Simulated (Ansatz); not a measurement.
What is the Fermi surface of Na (I4/mmm)?

Input file:

```yaml
crystal:
  lattice:
    - [-1.88829108, 1.88829108, 2.63727668]
    - [1.88829108, -1.88829108, 2.63727668]
    - [1.88829108, 1.88829108, -2.63727668]
  atoms:
    - { symbol: Na, position: [0.0, 0.0, 0.0] }
basis:
  ecutwfc: 420
kpoints:
  mp_grid: { grid: [14, 14, 14] }
hamiltonian:
  xc: pbe
scf:
  occupations: { method: gaussian, width: 0.05 }
output:
  forces: true
  eigenvalues: true
  eigenstates:
    nscf_kmesh: { grid: [24, 24, 24] }
    top_band: c6
    de_dk: true
    localisation: false
  stress: true
checkpoint:
  write: ck
  compress: false
  write_wavefunctions: false
  write_every: 100000
```

Run with:

```sh
ansatz run input.yaml --threads 1 --pin off --max-ram 3072MiB --backend cpu --events-out ev --progress --plain --runs-dir out
```

These are results of DFT PBE, scalar-relativistic, plane waves, PAW; levels and slopes on a dense k mesh at the converged density in Ansatz 0.2.0, not measurements. No spin polarisation. Mesh 24×24×24, interpolated with the band slopes. Cell and positions as given, without relaxation. The cell comes from a database of computed structures, not from a measurement.

One band crosses the Fermi level; this is a three-dimensional metal. The density of states at the Fermi level is 0.48 states/eV per primitive cell. The intraband plasma frequency is 5.9 eV in all directions.

Band 5: one electron pocket centred at Γ (50 % of the zone); mean Fermi speed 10 × 10⁵ m/s.

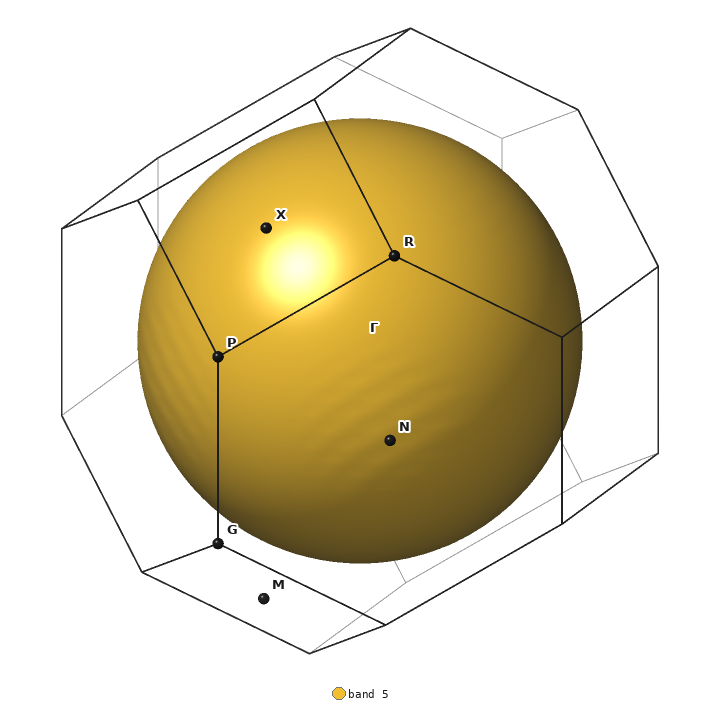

One band crosses. The brighter face of a sheet looks towards empty states.

Necks and pockets thinner than about two mesh steps aren't resolved, so separate pockets may in truth be joined.
